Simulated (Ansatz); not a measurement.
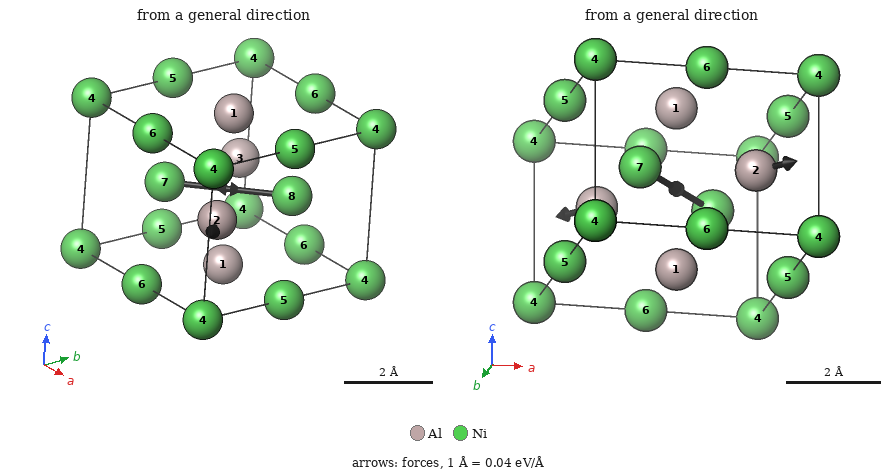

The figure gives a spheres-only picture of the atoms, viewed from two general directions. One simulation cell is framed, with atoms on its boundary repeated. The arrows are the computed forces on the atoms.

System: Al3Ni5. Calculation details: Ansatz 0.2.0, DFT PBEsol, scalar-relativistic, plane waves, PAW; a cutoff energy of 420 eV, an 8×8×10 mesh of k-points, Gaussian smearing of 0.15 eV, no spin polarisation (a spin-restricted run, not always the ground state).

### Is this an equilibrium geometry?

No. The atoms still feel forces of up to about 0.055 eV/Å, above a usual threshold of 0.01 to 0.03 eV/Å.

### Identify the atom with the maximum force.

Ni7 and Ni8, about 0.055 eV/Å.

The structure was taken from a structure listed in the Materials Project. The cell was then strained or its atoms displaced on purpose. It was run through Ansatz as a DFT input.
